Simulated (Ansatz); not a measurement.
**Run report: Al, geometry relaxation (part 2 of 2)**

Al (slab, 12 atoms in the cell); DFT PBEsol, scalar-relativistic, plane waves, PAW, no spin polarisation (Ansatz 0.2.0); cutoff 420 eV, 12×5×1 k-mesh, Gaussian smearing of 0.1 eV. The structure derives from an entry of the Crystallography Open Database. The input holds or restrains some coordinates. Forces given for the steps count only the free coordinates. It belongs to a series of runs on one base structure; here: upper atoms moved at random (sigma 0.25 Å), then relaxed.

Geometry of the input (Å; fractional positions):
```
2.8394  0.0000  0.0000
0.0000  8.0311  0.0000
0.0000  0.0000  22.0986
Al 0.5000  0.2500  0.3394
Al 0.5000  0.7500  0.3394
Al 0.0000  0.5000  0.4036
Al 0.0000  0.0000  0.4036
Al 0.4880  0.7522  0.4708
Al 0.4970  0.2477  0.4680
Al -0.0111  -0.0010  0.5306
Al 0.0081  0.4985  0.5321
Al 0.4502  0.2658  0.5763
Al 0.4572  0.7479  0.5976
Al 0.0446  0.5091  0.6685
Al -0.0170  -0.0260  0.6671
```

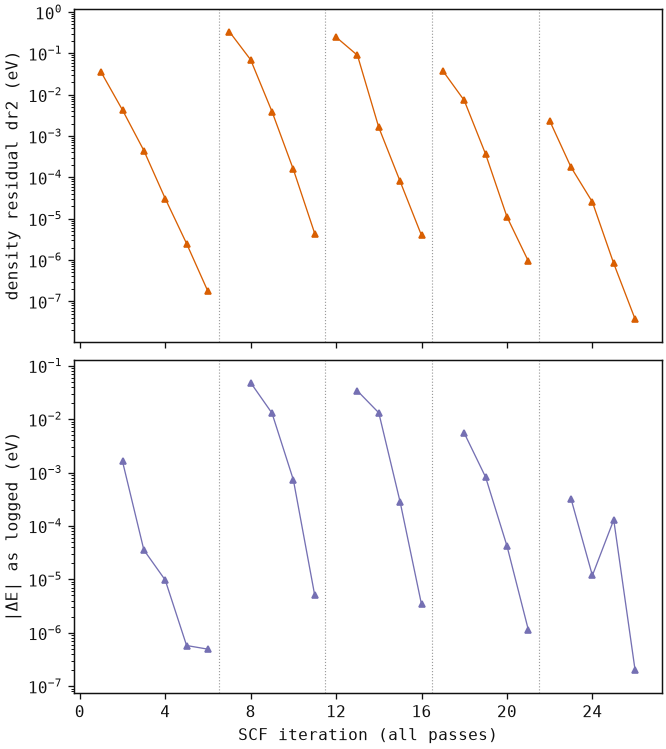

Fig. 1: Convergence of the self-consistent field: density residual dr2 and size of the energy change against the SCF iteration. The dotted lines part the SCF passes of the relaxation: geometry steps, rejected trials and re-solves on a re-selected basis. The 5 passes take 5 to 6 iterations each, 26 in all.

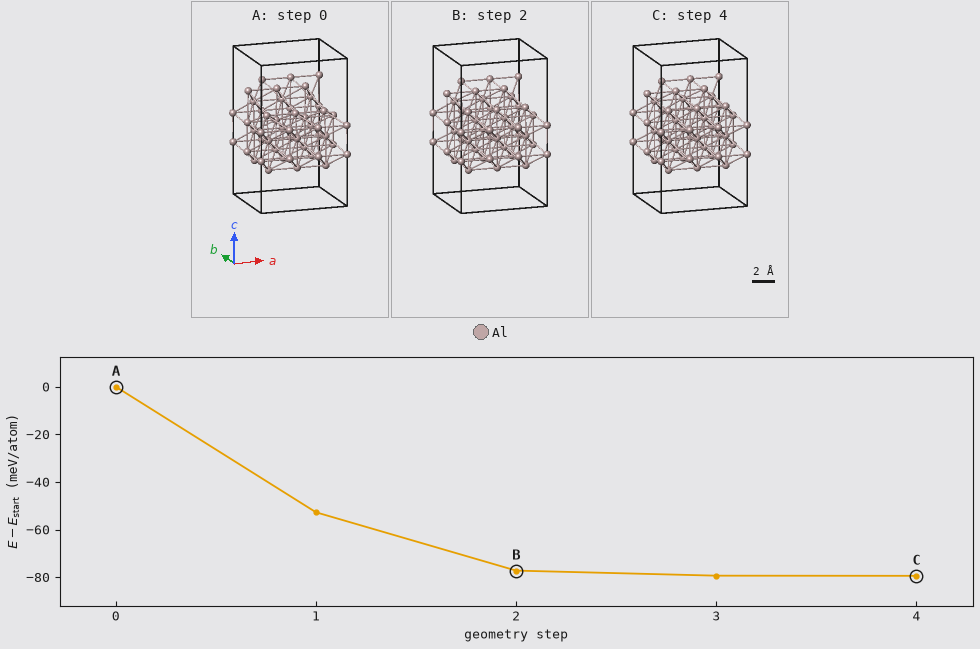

Fig. 2: Frames of the restrained relaxation (ball-and-stick view of the 3 × 1 repeat of the cell, with the vacuum cut short, seen slightly off an axis) above the curves, on which the letters mark them (the first geometry is step 0 here and step 1 in the log).

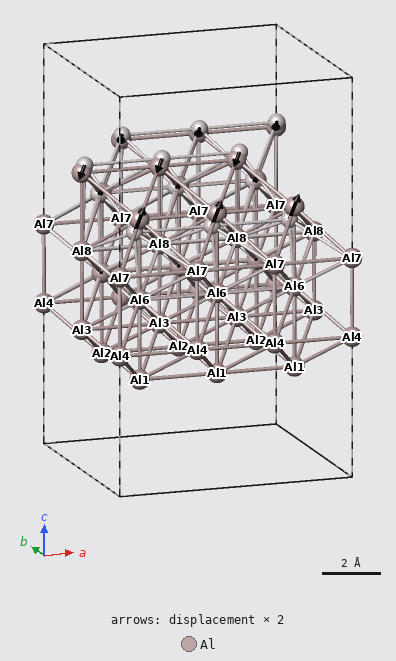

Fig. 3: Start (faint) and end (solid) with the displacements as black arrows, magnified 2 times (ball-and-stick view of the 3 × 1 repeat of the cell, with the vacuum cut short, seen slightly off an axis). After 4 geometry steps the energy has fallen by 79.4 meV per atom. Largest force component: 2.9 eV/Å at the start, 0.0024 eV/Å at the end. Al9 moves most: 0.51 Å. The lattice vectors keep their values. Distances before and after: Al9–Al12 3.437 → 2.787 Å, Al9–Al11 3.288 → 2.787 Å, Al6–Al9 2.403 → 2.856 Å, Al8–Al9 2.454 → 2.868 Å. Among the angles that change: Al9–Al11–Al10 105.8° → 123.8°, Al8–Al11–Al9 47.7° → 61.9°, Al9–Al11–Al11 67.8° → 59.4°. (Atoms are counted from 1 in the order of the input.)

```
SCF converged after 5 iterations
Free energy (F): -6291.193963 eV
Harris-Foulkes:  -6291.193963 eV  (|F-HF|=4.99e-9)
Internal energy: -6291.170192 eV  (E = F + TS)
E sigma→0 (E₀):  -6291.182077 eV
Entropy (-TS):   -0.023771 eV (-1.981 meV/atom)
Fermi energy:    0.770441 eV
Dipole field:    D = 0.000117 V/Å  (p = 0.000326 e·Å, saw-weighted, corrected)
Work function:   Φ+ = 3.9676 eV   Φ− = 3.9702 eV
Levels:          The Fermi level and band energies are counted from a zero that moves with the ramp; work functions are not
--- Per-component energies (eV) ---
  E_band       = -124.921911
  E_kinetic    = 263.243691
  E_local      = -6962.237869  (includes V_loc(G=0)·N_el)
  E_nonlocal   = 126.605436
  E_hartree    = 3415.509568
  E_xc         = -465.537439
  E_vxc        = -340.244349  (∫ρ·V_xc dr)
  E_paw        = -5456.357140  (= ΣΔE_a)
  E_vpaw       = -43.304225  (= ΣTr[D̂ρ^β])
  E_aug_tail   = -0.000029  (compensation charges beyond the density's cutoff)
  E_efield     = 0.000000  (sawtooth field / dipole correction)
  E_vefield    = 0.000388  (∫n·V_field dr)
  E_ewald      = 2787.373924
  E_core_change = 0.229668  (= ΣΔE_core)
  E_smearing   = -0.023771  (= −TS)
  E_closure    = -0.000000  (closes the sum)
  Σ components = -6291.193963   (vs F -6291.193963, Δ=0.00e0)
--- Forces (eV/Å), atoms counted from 1 ---
  atom   1  Al    -0.00029950    -0.00006690     0.21965796
  atom   2  Al    -0.00024186    -0.00010132     0.22093072
  atom   3  Al    -0.00205824     0.00064992    -0.22195442
  atom   4  Al    -0.00208443    -0.00099203    -0.22228575
  atom   5  Al     0.00005039     0.00003778     0.00030002
  atom   6  Al     0.00037748     0.00095603     0.00111789
  atom   7  Al     0.00129238     0.00139869     0.00075947
  atom   8  Al     0.00006981    -0.00010537    -0.00047850
  atom   9  Al     0.00138071    -0.00107049     0.00244004
  atom  10  Al     0.00009817     0.00011318    -0.00055038
  atom  11  Al     0.00067569     0.00145157     0.00074549
  atom  12  Al     0.00074150    -0.00227049    -0.00065403
  max |Σ_I F_I| component: 2.85e-5 eV/Å
--- Band table (eV; the first three rows and the last of 31) ---
  k-point 0: bands = ["-10.1317", "-8.8561", "-7.9013", "-7.8444", "-6.8832", "-6.6531", "-6.6068", "-4.6730", "-4.6189", "-4.4064", "-2.2573", "-2.2181", "-1.9200", "-1.8743", "-0.6942", "-0.4553", "0.4517", "0.4669", "0.4957", "0.8552", "1.1727", "2.9893", "3.0635", "3.1700", "3.1795", "3.7327", "4.6108", "4.6449", "5.4115", "5.4142"]
  k-point 1: bands = ["-10.0404", "-8.7661", "-8.6793", "-7.4418", "-6.8621", "-6.7962", "-5.8398", "-5.2335", "-4.3322", "-3.8229", "-2.9542", "-2.8235", "-1.9468", "-1.6255", "-1.5781", "0.0073", "0.0701", "0.7830", "0.8060", "1.0199", "2.0276", "2.6992", "2.7828", "3.2125", "3.7556", "4.0533", "4.7030", "4.8088", "4.8894", "5.5481"]
  k-point 2: bands = ["-9.7668", "-9.3123", "-8.4966", "-8.0501", "-6.5376", "-6.1227", "-5.7289", "-4.4749", "-4.4230", "-4.0021", "-3.7027", "-3.1601", "-2.4091", "-1.6165", "-1.3997", "-1.2303", "0.4237", "0.9104", "1.1220", "1.4667", "2.6929", "3.1648", "3.3274", "3.6984", "3.9673", "4.1707", "4.7850", "4.9808", "5.0797", "5.2201"]
  k-point 30: bands = ["-5.2975", "-5.2693", "-4.8578", "-4.8308", "-4.0725", "-4.0434", "-3.6422", "-3.6148", "-2.1556", "-2.1335", "-1.7740", "-1.7553", "-1.3611", "-1.3270", "-0.1255", "-0.1079", "-0.1054", "-0.0492", "0.4591", "0.4612", "0.7920", "0.8106", "1.1243", "1.1773", "1.9120", "1.9393", "2.7614", "2.7936", "2.9618", "2.9758"]
--- Relaxed structure (5 steps of the walk, 5 accepted, 0 SCFs on fresh bases) ---
  F+E_penalty+E_count = -6291.19396304 eV   max|allowed force component| = 2.440e-3 eV/Å
  atoms:
    - { symbol: Al, position: [0.5, 0.25, 0.3393885145] }
    - { symbol: Al, position: [0.5, 0.75, 0.3393885145] }
    - { symbol: Al, position: [0.0, 0.5, 0.40363310869999997] }
    - { symbol: Al, position: [0.0, 0.0, 0.40363310869999997] }
    - { symbol: Al, position: [0.49934293799136364, 0.7499992338885685, 0.4687882302638852] }
    - { symbol: Al, position: [0.4992867229163005, 0.2499776505765207, 0.46875048128349367] }
    - { symbol: Al, position: [-0.0013142905512340593, -0.00013675197059698042, 0.5311339921909763] }
    - { symbol: Al, position: [-0.0010885462296013827, 0.5001498405298326, 0.5311342910932253] }
    - { symbol: Al, position: [0.4982314881565964, 0.25007462235919475, 0.5980078667357837] }
    - { symbol: Al, position: [0.4984834114447884, 0.7500702983414468, 0.5982801069450551] }
    - { symbol: Al, position: [-0.001767011338590231, 0.49974814433135095, 0.6575618996330781] }
    - { symbol: Al, position: [-0.0017914106318031489, 0.0004396556942923923, 0.6575806523755103] }
```

Trajectory as extended XYZ (Å, eV, eV/Å), 5 frames, from step=1 to step=5
```
12
Lattice="2.8394 0.0000 0.0000 0.0000 8.0311 0.0000 0.0000 0.0000 22.0986" Properties=species:S:1:pos:R:3:forces:R:3 step=1 energy=-6290.24087
Al    1.4197    2.0078    7.5000    0.0023  -0.0108   0.2376
Al    1.4197    6.0233    7.5000    0.0033  -0.0112   0.2997
Al    0.0000    4.0156    8.9197   -0.0258   0.0869  -0.1289
Al    0.0000    0.0000    8.9197   -0.0329  -0.0333  -0.2356
Al    1.3856    6.0408   10.4047    0.0586  -0.1774  -0.3306
Al    1.4113    1.9893   10.3412    0.0822   0.0042  -1.6658
Al   -0.0316   -0.0077   11.7251   -0.1136  -0.1602   0.3645
Al    0.0231    4.0034   11.7577   -0.4553   1.2205  -0.4603
Al    1.2783    2.1350   12.7357    0.3765  -1.0252   2.8770
Al    1.2982    6.0066   13.2072    0.3024  -0.0071  -0.0629
Al    0.1267    4.0886   14.7722   -0.1546  -0.2170  -0.4697
Al   -0.0484   -0.2091   14.7430   -0.0430   0.3306  -0.4248
12
Lattice="2.8394 0.0000 0.0000 0.0000 8.0311 0.0000 0.0000 0.0000 22.0986" Properties=species:S:1:pos:R:3:forces:R:3 step=2 energy=-6290.87367
Al    1.4197    2.0078    7.5000    0.0008  -0.0086   0.2126
Al    1.4197    6.0233    7.5000    0.0035  -0.0015   0.2144
Al    0.0000    4.0156    8.9197   -0.0207   0.0021  -0.1433
Al    0.0000    0.0000    8.9197   -0.0278  -0.0090  -0.1707
Al    1.3947    6.0216   10.3547    0.0302  -0.0178  -0.0872
Al    1.4117    1.9931   10.3415    0.0181   0.0413  -0.5532
Al   -0.0414   -0.0297   11.7694   -0.0492  -0.0216  -0.0757
Al    0.0086    4.0355   11.7720   -0.2124   0.3572  -0.3335
Al    1.2979    2.0797   12.9176    0.2331  -0.4836   1.4322
Al    1.3489    6.0121   13.1842    0.1830  -0.0450   0.1197
Al    0.0879    4.0412   14.6597   -0.1416  -0.1774  -0.3251
Al   -0.0435   -0.1101   14.6222   -0.0169   0.3640  -0.2898
12
Lattice="2.8394 0.0000 0.0000 0.0000 8.0311 0.0000 0.0000 0.0000 22.0986" Properties=species:S:1:pos:R:3:forces:R:3 step=3 energy=-6291.16761
Al    1.4197    2.0078    7.5000   -0.0013   0.0004   0.2167
Al    1.4197    6.0233    7.5000   -0.0005  -0.0010   0.2051
Al    0.0000    4.0156    8.9197   -0.0024  -0.0210  -0.2079
Al    0.0000    0.0000    8.9197   -0.0036  -0.0100  -0.2197
Al    1.4165    6.0128   10.3488    0.0047   0.0182   0.0097
Al    1.4160    2.0028   10.3565    0.0064   0.0202  -0.1695
Al   -0.0164   -0.0225   11.7315   -0.0155  -0.0211  -0.0658
Al    0.0180    4.0260   11.7476   -0.0902   0.0776  -0.1114
Al    1.3734    2.0169   13.0918    0.0596  -0.0501   0.3835
Al    1.3831    6.0278   13.2098    0.0354  -0.0335   0.1340
Al   -0.0420    3.9789   14.5511    0.0060  -0.0073  -0.1108
Al   -0.0404    0.0432   14.5230    0.0014   0.0276  -0.0636
12
Lattice="2.8394 0.0000 0.0000 0.0000 8.0311 0.0000 0.0000 0.0000 22.0986" Properties=species:S:1:pos:R:3:forces:R:3 step=4 energy=-6291.19316
Al    1.4197    2.0078    7.5000   -0.0008  -0.0001   0.2123
Al    1.4197    6.0233    7.5000   -0.0004  -0.0002   0.2253
Al    0.0000    4.0156    8.9197   -0.0047   0.0047  -0.2332
Al    0.0000    0.0000    8.9197   -0.0053  -0.0122  -0.2361
Al    1.4157    6.0216   10.3619   -0.0013   0.0038  -0.0149
Al    1.4144    2.0060   10.3534    0.0019   0.0079  -0.0047
Al   -0.0105   -0.0061   11.7292    0.0063  -0.0014   0.0341
Al   -0.0061    4.0198   11.7309   -0.0019   0.0065   0.0290
Al    1.4072    2.0112   13.1928    0.0057  -0.0080   0.0216
Al    1.4101    6.0233   13.2328    0.0004   0.0025  -0.0081
Al   -0.0075    4.0001   14.5319   -0.0048   0.0082  -0.0166
Al   -0.0143    0.0200   14.5258    0.0050  -0.0118  -0.0087
12
Lattice="2.8394 0.0000 0.0000 0.0000 8.0311 0.0000 0.0000 0.0000 22.0986" Properties=species:S:1:pos:R:3:forces:R:3 step=5 energy=-6291.19396
Al    1.4197    2.0078    7.5000   -0.0003  -0.0001   0.2197
Al    1.4197    6.0233    7.5000   -0.0002  -0.0001   0.2209
Al    0.0000    4.0156    8.9197   -0.0021   0.0006  -0.2220
Al    0.0000    0.0000    8.9197   -0.0021  -0.0010  -0.2223
Al    1.4178    6.0233   10.3595    0.0001   0.0000   0.0003
Al    1.4177    2.0076   10.3587    0.0004   0.0010   0.0011
Al   -0.0037   -0.0011   11.7373    0.0013   0.0014   0.0008
Al   -0.0031    4.0168   11.7373    0.0001  -0.0001  -0.0005
Al    1.4147    2.0084   13.2151    0.0014  -0.0011   0.0024
Al    1.4154    6.0239   13.2211    0.0001   0.0001  -0.0006
Al   -0.0050    4.0135   14.5312    0.0007   0.0015   0.0007
Al   -0.0051    0.0035   14.5316    0.0007  -0.0023  -0.0007
```

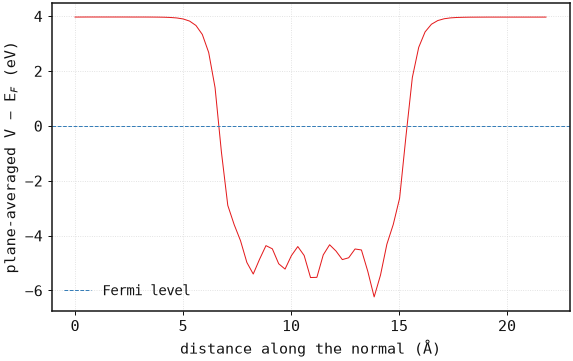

Fig. 4: Plane average of the electrostatic potential energy of an electron across the cell, from the Fermi level. The vacuum level lies 3.97 eV above the Fermi level.
